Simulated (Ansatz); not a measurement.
# La: 6 runs along one coordinate

System: La (Pm-3m, 1 atom in the cell).
Method: DFT, PBEsol, plane waves (420 eV) with PAW, scalar-relativistic, no spin polarisation (Ansatz 0.2.0).

The 6 runs differ only in the geometry, by an even scaling of the cell at fixed fractional positions.

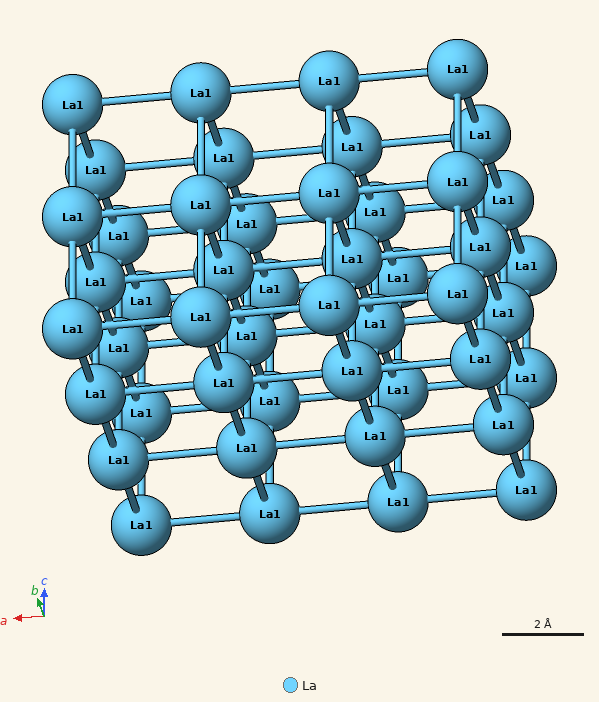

Figure 1. The structure of run 4 (ball-and-stick view of the cell of the calculation, repeated 3 × 3 × 2, seen at an oblique angle; atoms are numbered from 1 in the order of the input).

## Input of run 4
```yaml
crystal:
  lattice:
    - [3.222149282, 0.0, 0.0]
    - [0.0, 3.222149282, 0.0]
    - [0.0, 0.0, 3.222149282]
  atoms:
    - { symbol: La, position: [0.0, 0.0, 0.0] }
hamiltonian:
  xc: pbesol
  pseudopotentials:
    kind: paw
    azcp:
      La: "pseudopotentials/La.paw.azcp"
basis:
  ecutwfc: 420
  fft_grid_basis: typed
kpoints:
  mp_grid: { grid: [11, 11, 11], shift: [0, 0, 0] }
magnetization:
  spin_polarized: false
scf:
  occupations: { method: fermi_dirac, width: 0.1 }
  lower_state_search: "off"
output:
  stress: true
```

Run 5 differs from it as follows:
```diff
-    - [3.222149282, 0.0, 0.0]
-    - [0.0, 3.222149282, 0.0]
-    - [0.0, 0.0, 3.222149282]
+    - [3.2645508456, 0.0, 0.0]
+    - [0.0, 3.2645508456, 0.0]
+    - [0.0, 0.0, 3.2645508456]
```

## Results, with one run withheld

| run | volume per atom (Å³) | free energy per atom, from the lowest run given (meV) | pressure (GPa) |
| --- | --- | --- | --- |
| 1 | 29.439 | 46.72 | 4.17 |
| 2 | 30.777 | 19.20 | 2.48 |
| 3 | 32.115 | 4.39 | 1.11 |
| 4 | 33.453 | 0.00 | −0.03 |
| 5 | 34.791 | ? | ? |
| 6 | 37.468 | 34.15 | −2.48 |

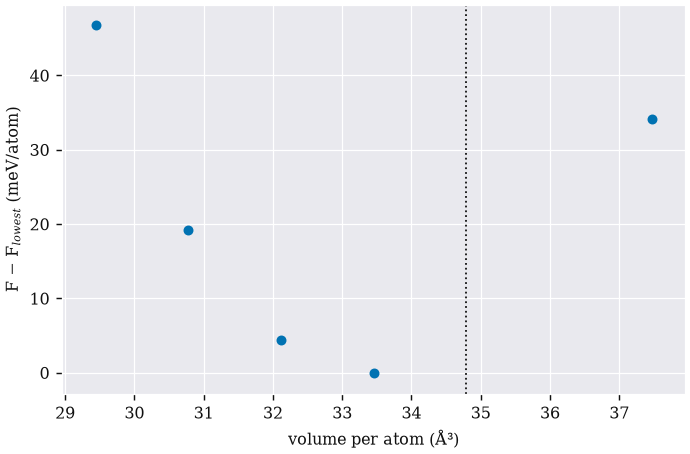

Figure 2. Free energy per atom of the runs given; the dotted line marks run 5.

Estimate the energy of run 5 from the others.

A cubic polynomial in V^(−2/3) (the Birch–Murnaghan form), fitted to the 5 runs given, misses them by at most 0.03 meV per atom. With x = V^(−2/3) − 0.09826 Å⁻², it reads F = 2.2762 + 2442.9 x + 6.5504e+05 x² − 1.7468e+06 x³ (meV per atom). At run 5 it gives 4.45 meV per atom, and the run itself gives 4.37. The slope of the fit gives a pressure −dF/dV of −1.00 GPa there, and the run prints −0.99 GPa. The fit has its minimum at 33.406 Å³ per atom, where V d²F/dV² gives 26.3 GPa: the bulk modulus at this level, since symmetry fixes the shape and the positions.

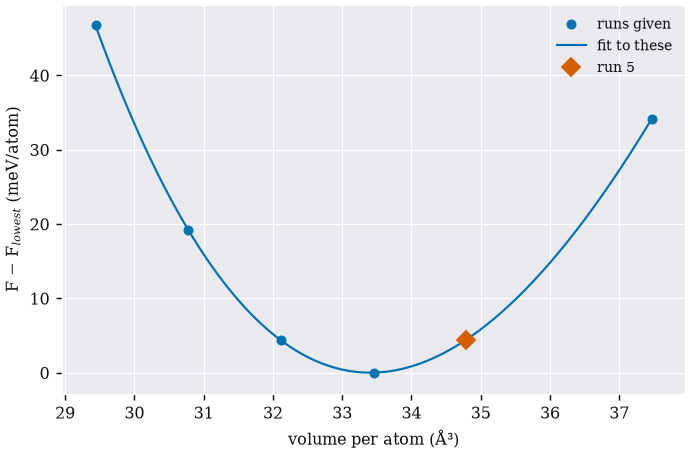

Figure 3. The fit and the withheld run.

## Output, shortened to warnings, some set-up lines, iterations and results (run 5)
```
Warning: [file] the record states the generating functional pbe (its physics header spells it `PBE`), which answers neither for hamiltonian.xc's functional nor for the pbesol family's — results may be inconsistent (PPs are generated against a specific XC)
Basis set: ecut = 420 eV, 691 PW (Γ)
Symmetry: 48 space group operations
k-points: 56 of 1331
Initial density: superposition of atomic densities (neutral atoms: chi_scale 0, normalization atom), corrected by the library's trained network
[...]
SCF iter   1: F=—  HF=-6160.824576 eV  |F-HF|=—  |Δ(HF+E_count)|=         —  Δρ=2.33e-3  dr2=1.00e-3  ethr=1.77e-3  ⟨swp⟩=3.9  Hψ=2647  notcnv=0
SCF iter   2: F=—  HF=-6160.824435 eV  |F-HF|=—  |Δ(HF+E_count)|=   1.41e-4  Δρ=1.33e-3  dr2=3.71e-4  ethr=9.09e-6  ⟨swp⟩=2.2  Hψ=1288  notcnv=0
SCF iter   3: F=—  HF=-6160.824527 eV  |F-HF|=—  |Δ(HF+E_count)|=   9.12e-5  Δρ=1.90e-4  dr2=6.44e-6  ethr=3.37e-6  ⟨swp⟩=1.7  Hψ=642  notcnv=0
SCF iter   4: F=—  HF=-6160.824527 eV  |F-HF|=—  |Δ(HF+E_count)|=   1.75e-7  Δρ=5.97e-5  dr2=7.53e-7  ethr=5.85e-8  ⟨swp⟩=2.6  Hψ=925  notcnv=0
SCF iter   5: F=-6160.824527 eV  HF=-6160.824527 eV  |F-HF|=3.96e-8  |Δ(HF+E_count)|=   1.04e-7  Δρ=1.96e-5  dr2=9.36e-8  ethr=6.85e-9  ⟨swp⟩=2.0  Hψ=893  notcnv=0
SCF iter   6: F=-6160.824527 eV  HF=-6160.824527 eV  |F-HF|=5.36e-9  |Δ(HF+E_count)|=   6.00e-9  Δρ=5.64e-6  dr2=9.76e-9  ethr=8.51e-10  ⟨swp⟩=3.0  Hψ=2041  notcnv=0
SCF 1 converged in 6 iterations: F = -6160.824527 eV  dr2 = 9.76e-9
SCF converged after 6 iterations
Free energy (F): -6160.824527 eV
Harris-Foulkes:  -6160.824527 eV  (|F-HF|=5.36e-9)
Internal energy: -6160.756133 eV  (E = F + TS)
E sigma→0 (E₀):  -6160.790330 eV
Entropy (-TS):   -0.068393 eV (-68.393 meV/atom)
Fermi energy:    11.571172 eV
--- Per-component energies (eV) ---
  E_band       = -39.134269
  E_kinetic    = 195.261052
  E_local      = -338.109290  (includes V_loc(G=0)·N_el)
  E_nonlocal   = 96.917768
  E_hartree    = 109.705968
  E_xc         = -138.873207
  E_vxc        = -148.018075  (∫ρ·V_xc dr)
  E_paw        = -5328.666283  (= ΣΔE_a)
  E_vpaw       = -64.595832  (= ΣTr[D̂ρ^β])
  E_aug_tail   = -0.000000  (compensation charges beyond the density's cutoff)
  E_ewald      = -757.161651
  E_core_change = 0.169509  (= ΣΔE_core)
  E_smearing   = -0.068393  (= −TS)
  E_closure    = -0.000000  (closes the sum)
  Σ components = -6160.824527   (vs F -6160.824527, Δ=0.00e0)
--- Stress (GPa, compression-positive) ---
       -0.991863       0.000000       0.000000
        0.000000      -0.991863       0.000000
        0.000000       0.000000      -0.991863
  P = ⅓ Tr σ = -0.9919 GPa (-9.919 kbar)
```

Warnings of the run: the PAW datasets were made with another functional.
